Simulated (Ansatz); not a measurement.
# Geometry relaxation of CoSi (part 2 of 2)

CoSi (8 atoms in the cell); DFT LDA, scalar-relativistic, plane waves, PAW, no spin polarisation (Ansatz 0.2.0); cutoff 420 eV, 8×8×8 k-mesh, Gaussian smearing of 0.1 eV. The structure derives from an entry of the Crystallography Open Database.

Geometry of the input (Å; fractional positions):
```
4.4308  0.0000  0.0000
0.0000  4.4308  0.0000
0.0000  0.0000  4.4308
Co 0.1450  0.1450  0.1450
Co 0.3550  0.8550  0.6450
Co 0.6450  0.3550  0.8550
Co 0.8550  0.6450  0.3550
Si 0.8432  0.8432  0.8432
Si 0.6568  0.1568  0.3432
Si 0.3432  0.6568  0.1568
Si 0.1568  0.3432  0.6568
```

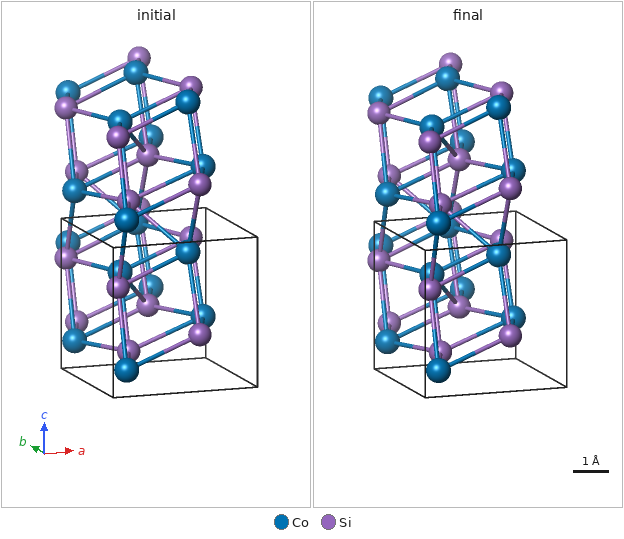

*Before (left) and after (right) the relaxation, at one scale (ball-and-stick view of the cell of the calculation, repeated 1 × 2 × 2, seen slightly off an axis).*

Over 4 geometry steps the energy falls by 24.0 meV per atom. The largest force component goes from 0.048 to under 0.0001 eV/Å. Pressure: −12.57 GPa at the start and 0.00 GPa at the end. 1 further SCF at an unchanged geometry re-selected the plane-wave basis for the new cell. The largest moves relative to the cell, 0.005 Å, are those of Co1, Co2, Co3 and Co4. Largest moves by element: Co 0.005 Å, Si 0.001 Å. Cell: a = b = c 4.431 → 4.350 Å (−1.8 %). Volume −5.4 %. Among the contacts that change: Co1–Si6 2.432 → 2.385 Å, Co1–Si5 2.317 → 2.280 Å. The space group stays P2_13 (No. 198). The energy change given includes the shifts at the re-selections in mid-walk, which come without any move. A last SCF at the same geometry on a re-selected plane-wave basis shifts the energy by next to nothing (0.0 meV per atom). (Atoms are counted from 1 in the order of the input.)

```
basis re-selected at this cell: Δ(F+E_penalty+E_count) = -2.910e-11 eV, ΔP = -0.001 GPa vs the last step (what re-selecting the basis moved, of the pressure what is left beyond the Pulay correction that the steps carried, after the strain that the cell walked since its last selection, with what the two solves' SCF thresholds leave and, on support functions, any second-order correction that the steps lacked; it is no measure of the basis error at this ecutwfc). This SCF's stress stands 8.70e-4 GPa from its target on what of the cell is left free (relax.cell.stress_tol is 5.00e-2 GPa) and its largest allowed force component is 9.03e-5 eV/Å (relax.f_tol is 5.00e-3 eV/Å): within both
SCF converged after 6 iterations
Free energy (F): -22691.824797 eV
Harris-Foulkes:  -22691.824797 eV  (|F-HF|=1.09e-11)
Internal energy: -22691.818722 eV  (E = F + TS)
E sigma→0 (E₀):  -22691.821759 eV
Entropy (-TS):   -0.006075 eV (-0.759 meV/atom)
Fermi energy:    17.486221 eV
--- Per-component energies (eV) ---
  E_band       = -876.975497
  E_kinetic    = 2025.727341
  E_local      = -13959.871629  (includes V_loc(G=0)·N_el)
  E_nonlocal   = 1950.342172
  E_hartree    = 6063.042939
  E_xc         = -868.294905
  E_vxc        = -1031.495297  (∫ρ·V_xc dr)
  E_paw        = -7764.721707  (= ΣΔE_a)
  E_vpaw       = -1987.764538  (= ΣTr[D̂ρ^β])
  E_aug_tail   = 0.000203  (compensation charges beyond the density's cutoff)
  E_ewald      = -10140.053461
  E_core_change = 2.010325  (= ΣΔE_core)
  E_smearing   = -0.006075  (= −TS)
  E_closure    = 0.000000  (closes the sum)
  Σ components = -22691.824797   (vs F -22691.824797, Δ=0.00e0)
--- Forces (eV/Å), atoms counted from 1 ---
  atom   1  Co    -0.00001707    -0.00001707    -0.00001707
  atom   2  Co     0.00001707     0.00001707    -0.00001707
  atom   3  Co    -0.00001707     0.00001707     0.00001707
  atom   4  Co     0.00001707    -0.00001707     0.00001707
  atom   5  Si    -0.00009033    -0.00009033    -0.00009033
  atom   6  Si     0.00009033     0.00009033    -0.00009033
  atom   7  Si    -0.00009033     0.00009033     0.00009033
  atom   8  Si     0.00009033    -0.00009033     0.00009033
  max |Σ_I F_I| component: 1.34e-16 eV/Å
--- Stress (GPa, compression-positive) ---
       -0.000870      -0.000000       0.000000
       -0.000000      -0.000870      -0.000000
        0.000000      -0.000000      -0.000870
  P = ⅓ Tr σ = -0.0009 GPa (-0.009 kbar)
--- Band table (eV; the first three rows and the last of 45) ---
  k-point 0: bands = ["-76.6383", "-76.6227", "-76.6227", "-76.6227", "-40.4449", "-40.4449", "-40.4449", "-40.3918", "-40.3705", "-40.3705", "-40.3705", "-40.3239", "-40.3239", "-40.3040", "-40.3040", "-40.3040", "3.3729", "9.0531", "9.0531", "9.0531", "11.7364", "11.7364", "11.7364", "13.4630", "13.4630", "13.4630", "14.1216", "14.1802", "14.1802", "14.4974", "14.4974", "14.4974", "15.0077", "15.0077", "15.0077", "16.4850", "16.4850", "16.4850", "16.6251", "16.6251", "17.4726", "17.4726", "17.4726", "20.2296", "20.2296", "20.2296", "20.5701", "20.5701", "21.2824", "21.2824", "21.2824"]
  k-point 1: bands = ["-76.6379", "-76.6245", "-76.6226", "-76.6215", "-40.4497", "-40.4456", "-40.4382", "-40.3933", "-40.3781", "-40.3723", "-40.3609", "-40.3234", "-40.3220", "-40.3058", "-40.3054", "-40.3031", "3.4946", "8.2480", "9.1270", "9.6286", "11.2899", "11.8084", "12.3232", "12.8693", "13.2055", "14.0156", "14.0344", "14.2003", "14.3671", "14.4537", "14.5041", "14.5069", "14.9125", "14.9928", "15.2273", "16.3453", "16.3627", "16.5938", "16.6306", "16.6656", "17.2699", "17.4208", "17.7960", "19.7168", "19.8296", "20.1081", "20.2373", "20.8723", "21.4695", "21.4769", "21.7350"]
  k-point 2: bands = ["-76.6365", "-76.6268", "-76.6222", "-76.6209", "-40.4525", "-40.4475", "-40.4302", "-40.3977", "-40.3830", "-40.3765", "-40.3502", "-40.3224", "-40.3175", "-40.3093", "-40.3082", "-40.3033", "3.8559", "7.2403", "9.3425", "10.0925", "11.0688", "11.9622", "12.2804", "12.7742", "12.9736", "13.6994", "14.2576", "14.2631", "14.4313", "14.5168", "14.5873", "14.6597", "14.9215", "15.0133", "15.3760", "16.0469", "16.3012", "16.5090", "16.6523", "16.7570", "17.1371", "17.2744", "18.2683", "19.3106", "19.3556", "19.5815", "20.1052", "21.2145", "21.6707", "21.7622", "22.3819"]
  k-point 44: bands = ["-76.6266", "-76.6266", "-76.6266", "-76.6266", "-40.4374", "-40.4374", "-40.4374", "-40.4374", "-40.3594", "-40.3594", "-40.3594", "-40.3594", "-40.3033", "-40.3033", "-40.3033", "-40.3033", "7.7928", "7.7928", "7.7928", "7.7928", "10.2553", "10.2553", "10.2553", "10.2553", "14.1785", "14.1785", "14.1785", "14.1785", "14.4266", "14.4266", "14.4266", "14.4266", "16.0224", "16.0224", "16.0224", "16.0224", "16.1400", "16.1400", "16.1400", "16.1400", "17.2292", "17.2292", "17.2292", "17.2292", "23.2024", "23.2024", "23.2024", "23.2024", "23.5246", "23.5246", "23.5246"]
--- Relaxed structure (5 steps of the walk, 5 accepted, 2 SCFs on fresh bases) ---
  F+E_penalty+E_count = -22691.82479659 eV   max|allowed force component| = 9.033e-5 eV/Å   (the final SCF, on the basis selected at the relaxed cell)
  cell:  # Å, volume = 82.3316 Å³
    - [4.3503299164016935, 2.4395112628904986e-33, -4.108650548026103e-33]
    - [2.3753135980775907e-33, 4.3503299164016935, 1.1555579666323415e-33]
    - [-3.0814879110195774e-33, 1.1555579666323415e-33, 4.3503299164016935]
  atoms:
    - { symbol: Co, position: [0.14569049142965537, 0.14569049142965537, 0.14569049142965537] }
    - { symbol: Co, position: [0.35430950857034466, 0.8543095085703447, 0.6456904914296553] }
    - { symbol: Co, position: [0.6456904914296553, 0.35430950857034466, 0.8543095085703447] }
    - { symbol: Co, position: [0.8543095085703447, 0.6456904914296553, 0.35430950857034466] }
    - { symbol: Si, position: [0.8430764598550832, 0.8430764598550832, 0.8430764598550832] }
    - { symbol: Si, position: [0.6569235401449168, 0.1569235401449168, 0.34307645985508306] }
    - { symbol: Si, position: [0.34307645985508306, 0.6569235401449168, 0.1569235401449168] }
    - { symbol: Si, position: [0.1569235401449168, 0.34307645985508306, 0.6569235401449168] }
```

### Trajectory as extended XYZ (Å, eV, eV/Å), 7 frames, from step=1 to step=7
```
8
Lattice="4.4308 0.0000 0.0000 0.0000 4.4308 0.0000 0.0000 0.0000 4.4308" Properties=species:S:1:pos:R:3:forces:R:3 step=1 energy=-22691.63314 pressure_GPa=-12.57
Co    0.6426    0.6426    0.6426   -0.0453  -0.0453  -0.0453
Co    1.5729    3.7883    2.8580    0.0453   0.0453  -0.0453
Co    2.8580    1.5729    3.7883   -0.0453   0.0453   0.0453
Co    3.7883    2.8580    1.5729    0.0453  -0.0453   0.0453
Si    3.7359    3.7359    3.7359   -0.0483  -0.0483  -0.0483
Si    2.9104    0.6949    1.5205    0.0483   0.0483  -0.0483
Si    1.5205    2.9104    0.6949   -0.0483   0.0483   0.0483
Si    0.6949    1.5205    2.9104    0.0483  -0.0483   0.0483
8
Lattice="4.3850 0.0000 0.0000 0.0000 4.3850 0.0000 0.0000 0.0000 4.3850" Properties=species:S:1:pos:R:3:forces:R:3 step=2 energy=-22691.79024 pressure_GPa=-5.76
Co    0.6367    0.6367    0.6367   -0.0122  -0.0122  -0.0122
Co    1.5558    3.7483    2.8292    0.0122   0.0122  -0.0122
Co    2.8292    1.5558    3.7483   -0.0122   0.0122   0.0122
Co    3.7483    2.8292    1.5558    0.0122  -0.0122   0.0122
Si    3.6972    3.6972    3.6972   -0.0254  -0.0254  -0.0254
Si    2.8802    0.6877    1.5047    0.0254   0.0254  -0.0254
Si    1.5047    2.8802    0.6877   -0.0254   0.0254   0.0254
Si    0.6877    1.5047    2.8802    0.0254  -0.0254   0.0254
8
Lattice="4.3475 0.0000 0.0000 0.0000 4.3475 0.0000 0.0000 0.0000 4.3475" Properties=species:S:1:pos:R:3:forces:R:3 step=3 energy=-22691.82793 pressure_GPa=0.62
Co    0.6327    0.6327    0.6327    0.0086   0.0086   0.0086
Co    1.5411    3.7148    2.8064   -0.0086  -0.0086   0.0086
Co    2.8064    1.5411    3.7148    0.0086  -0.0086  -0.0086
Co    3.7148    2.8064    1.5411   -0.0086   0.0086  -0.0086
Si    3.6653    3.6653    3.6653    0.0008   0.0008   0.0008
Si    2.8560    0.6822    1.4915   -0.0008  -0.0008   0.0008
Si    1.4915    2.8560    0.6822    0.0008  -0.0008  -0.0008
Si    0.6822    1.4915    2.8560   -0.0008   0.0008  -0.0008
8
Lattice="4.3510 0.0000 0.0000 0.0000 4.3510 0.0000 0.0000 0.0000 4.3510" Properties=species:S:1:pos:R:3:forces:R:3 step=4 energy=-22691.82810 pressure_GPa=-0.02
Co    0.6334    0.6334    0.6334    0.0035   0.0035   0.0035
Co    1.5421    3.7176    2.8089   -0.0035  -0.0035   0.0035
Co    2.8089    1.5421    3.7176    0.0035  -0.0035  -0.0035
Co    3.7176    2.8089    1.5421   -0.0035   0.0035  -0.0035
Si    3.6682    3.6682    3.6682    0.0001   0.0001   0.0001
Si    2.8583    0.6828    1.4927   -0.0001  -0.0001   0.0001
Si    1.4927    2.8583    0.6828    0.0001  -0.0001  -0.0001
Si    0.6828    1.4927    2.8583   -0.0001   0.0001  -0.0001
8
Lattice="4.3510 0.0000 0.0000 0.0000 4.3510 0.0000 0.0000 0.0000 4.3510" Properties=species:S:1:pos:R:3:forces:R:3 step=5 energy=-22691.82473 pressure_GPa=-0.11
Co    0.6334    0.6334    0.6334    0.0037   0.0037   0.0037
Co    1.5421    3.7176    2.8089   -0.0037  -0.0037   0.0037
Co    2.8089    1.5421    3.7176    0.0037  -0.0037  -0.0037
Co    3.7176    2.8089    1.5421   -0.0037   0.0037  -0.0037
Si    3.6682    3.6682    3.6682    0.0001   0.0001   0.0001
Si    2.8583    0.6828    1.4927   -0.0001  -0.0001   0.0001
Si    1.4927    2.8583    0.6828    0.0001  -0.0001  -0.0001
Si    0.6828    1.4927    2.8583   -0.0001   0.0001  -0.0001
8
Lattice="4.3503 0.0000 0.0000 0.0000 4.3503 0.0000 0.0000 0.0000 4.3503" Properties=species:S:1:pos:R:3:forces:R:3 step=6 energy=-22691.82480 pressure_GPa=0.00
Co    0.6338    0.6338    0.6338    0.0000   0.0000   0.0000
Co    1.5414    3.7165    2.8090    0.0000   0.0000   0.0000
Co    2.8090    1.5414    3.7165    0.0000   0.0000   0.0000
Co    3.7165    2.8090    1.5414    0.0000   0.0000   0.0000
Si    3.6677    3.6677    3.6677   -0.0001  -0.0001  -0.0001
Si    2.8578    0.6827    1.4925    0.0001   0.0001  -0.0001
Si    1.4925    2.8578    0.6827   -0.0001   0.0001   0.0001
Si    0.6827    1.4925    2.8578    0.0001  -0.0001   0.0001
8
Lattice="4.3503 0.0000 0.0000 0.0000 4.3503 0.0000 0.0000 0.0000 4.3503" Properties=species:S:1:pos:R:3:forces:R:3 step=7 energy=-22691.82480 pressure_GPa=-0.00
Co    0.6338    0.6338    0.6338    0.0000   0.0000   0.0000
Co    1.5414    3.7165    2.8090    0.0000   0.0000   0.0000
Co    2.8090    1.5414    3.7165    0.0000   0.0000   0.0000
Co    3.7165    2.8090    1.5414    0.0000   0.0000   0.0000
Si    3.6677    3.6677    3.6677   -0.0001  -0.0001  -0.0001
Si    2.8578    0.6827    1.4925    0.0001   0.0001  -0.0001
Si    1.4925    2.8578    0.6827   -0.0001   0.0001   0.0001
Si    0.6827    1.4925    2.8578    0.0001  -0.0001   0.0001
```

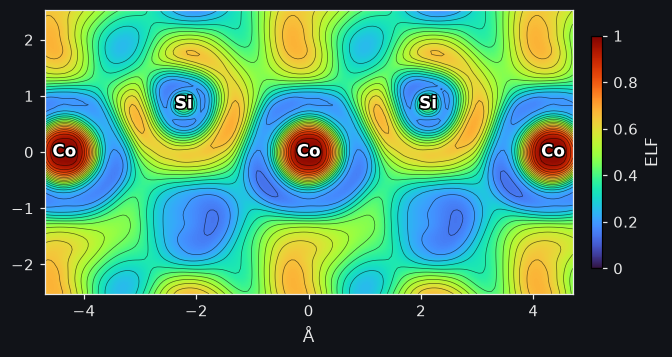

*Electron localisation function on the (010) plane of the conventional cell.*

The plane passes through Co and Si nuclei. Co–Si (2.29 Å): the ELF is about 0.45 at the midpoint. Co–Si (2.38 Å): the ELF is about 0.50 at the midpoint. The strong features right at Co lie inside the PAW spheres (semicore, d or f shells) and say nothing about bonding. In a PAW calculation such maps are meaningful between the atoms, not at the nuclei.

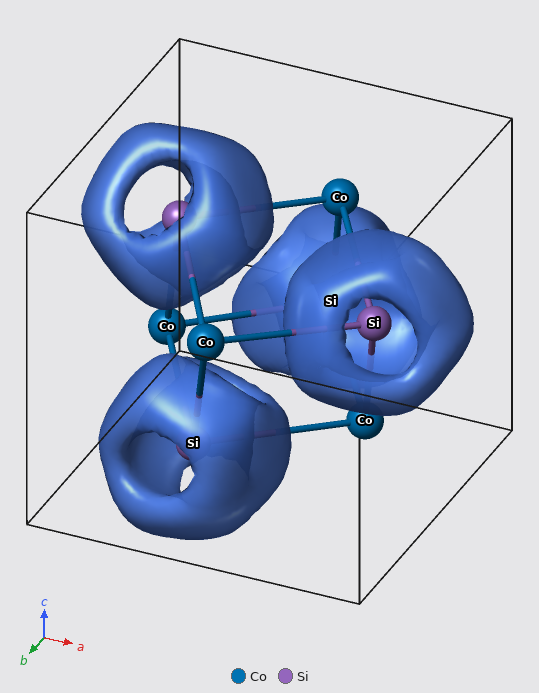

*Isosurface of the electron localisation function at 0.55 (blue), seen at an oblique angle. Only the valence region is drawn (cores and ρ < 0.01 e/Å³ removed). Sticks mark near contacts. The outline is the cell set on symmetry axes.*

Values along the shortest contacts: Co–Si (2.28 Å): the ELF is about 0.40 at the midpoint. Co–Si (2.38 Å): the ELF is about 0.50 at the midpoint.

### Key numbers

```tsv
quantity	value
outcome	converged
space group (tolerance 0.01 Å)	P2₁3 (198)
electrons treated	84
free energy	−22691.8248 eV
Fermi energy	17.486 eV
gap on the k-point mesh	none (metallic)
pressure	0.00 GPa
final volume	82.33 Å³
largest force (length of the vector) at the end	under 0.001 eV/Å
final cell	a = 4.350 Å, b = 4.350 Å, c = 4.350 Å, α = 90.00°, β = 90.00°, γ = 90.00°
wall time	3.3 min (CPU time 6 min)
peak memory	0.47 GiB
```

### Remarks

The run has no spin polarisation, so a magnetic state may lie lower.
